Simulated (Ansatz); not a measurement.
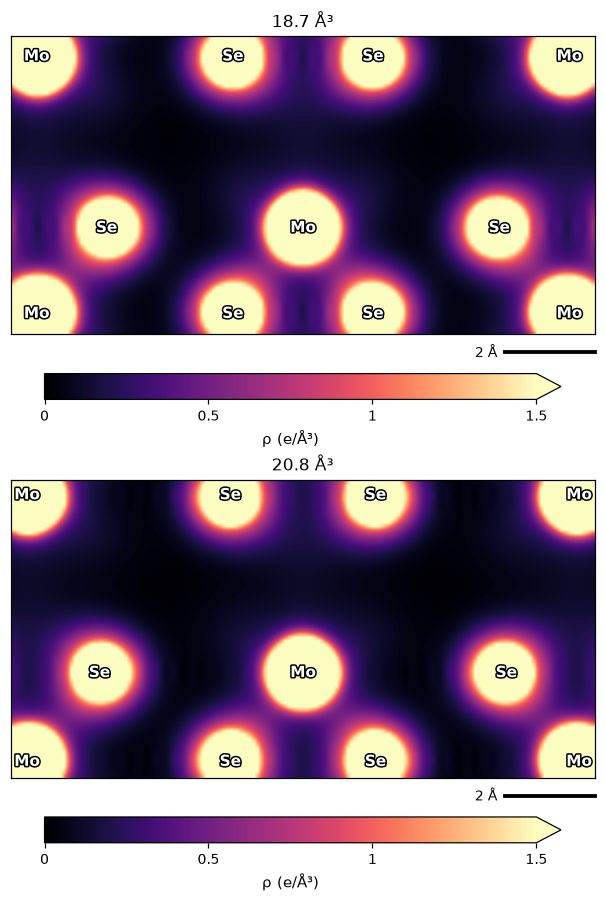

MoSe2. The valence pseudo-density of cells scaled evenly to different volumes (given per atom above each panel), on the (110) plane of each (indices in the axes of the cell below), at one length scale and on one colour scale.

A point of a scan over the structure, not its minimum; computed without spin polarisation; PAW files of the earlier set (soft_1).

Level of theory: DFT PBE+D3(BJ), scalar-relativistic, plane waves, PAW in Ansatz 0.2.0.

The density is the valence pseudo-density of a PAW calculation; it isn't the true density close to the nuclei.

The largest cell:

```xyz
6
Lattice="3.4243 0.0000 0.0000 -1.7121 2.9655 0.0000 0.0000 0.0000 12.2787" Properties=species:S:1:pos:R:3 pbc="T T T"
Mo    0.0000    1.9770    3.0697
Mo    1.7121    0.9885    9.2090
Se    0.0000    1.9770    7.5944
Se    1.7121    0.9885    1.4550
Se    0.0000    1.9770   10.8237
Se    1.7121    0.9885    4.6843
```

| volume (Å³/atom) | Mo–Se contact in the plane (Å) | ρ at its midpoint (e/Å³) | pressure (GPa) | 
| --- | --- | --- | --- |
| 18.68 | 2.463 | 0.594 | 10.0 | 
| 19.20 | 2.486 | ? | ? | 
| 20.78 | 2.553 | 0.512 | −4.8 | 

Estimate the missing row, and compare with the calculation.

Answer. Over the known rows ln ρ falls by 1.65 per Å of Mo–Se distance (the line through the two), which gives 0.572 e/Å³ at 2.486 Å; the calculation gives 0.571 e/Å³. For the pressure, a straight line in volume between the neighbouring rows gives 6.3 GPa; the calculation gives 5.5, lower because pressure rises ever faster on compression.
